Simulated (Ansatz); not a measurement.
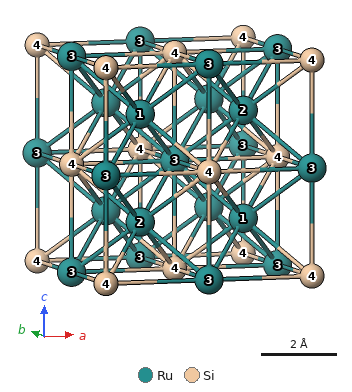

This is the input geometry for a relaxation of a crystal of SiRu$_{3}$ (a generated structure, set up in Fm-3m) (coarse preliminary run). Style: ball-and-stick. Shown: the conventional cell (4 times the calculation's cell), slightly off an axis. Lengths and directions refer to the drawn axes.

Case: Fe → Ru on all its sites, cell and atoms relaxed.

Level of theory: DFT PBEsol, scalar-relativistic, plane waves, PAW (Ansatz 0.2.0).

The input:
```yaml
crystal:
  lattice:
    - [0.0, 2.9160796699, 2.9160796699]
    - [2.9160796699, 0.0, 2.9160796699]
    - [2.9160796699, 2.9160796699, 0.0]
  atoms:
    - { symbol: Ru, position: [0.75, 0.75, 0.75] }
    - { symbol: Ru, position: [0.25, 0.25, 0.25] }
    - { symbol: Ru, position: [0.5, 0.5, 0.5] }
    - { symbol: Si, position: [0.0, 0.0, 0.0] }
basis:
  ecutwfc: 420
kpoints:
  mp_grid: { grid: [6, 6, 6] }
hamiltonian:
  xc: pbesol
scf:
  occupations: { method: gaussian, width: 0.1 }
output:
  forces: true
  stress: true
  eigenvalues: true
relax:
  adjacent_minimum: "off"
  f_tol: 0.05
  max_steps: 60
  cell: { stress_tol: 0.5 }
```

Run as
```bash
ansatz run input.yaml --threads 1 --pin off --max-ram 2560MiB --backend cpu --events-out ev --progress --plain --runs-dir out
```

> Where does the relaxation end?

Over 3 accepted moves (4 points after the start) the energy falls by 47.4 meV per atom. All forces vanish by symmetry, so only the cell relaxes. Pressure: 20.50 GPa at the start and 0.00 GPa at the end. The SCF was repeated once at an unchanged geometry on a basis and grid sized afresh for the cell, which shifted the energy by 0.2 meV per atom at most. The atoms keep their places relative to the cell (all moves are under 0.005 Å). The drawn cell changes as follows: a = b = c 5.832 → 5.953 Å (+2.1 %); the volume changes by +6.3 %. Among the contacts that change: Ru1–Ru2 2.916 → 2.976 Å, Ru3–Si4 2.916 → 2.976 Å, Ru1–Si4 2.525 → 2.578 Å, Ru1–Ru3 2.525 → 2.578 Å. The space group stays Fm-3m (No. 225).

Step by step:

```
step  E − E(0), meV/atom  pressure, GPa  volume, Å³/atom                      note
   0                0.00          20.50           12.398                          
   1              -38.99          -7.17           13.535                          
   2              -47.06          -0.81           13.221                          
   3              -47.17          -0.01           13.184                          
   4              -47.40           0.00           13.184  same geometry, new basis
```

The end point in the same view:

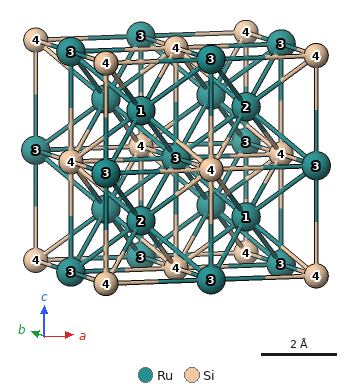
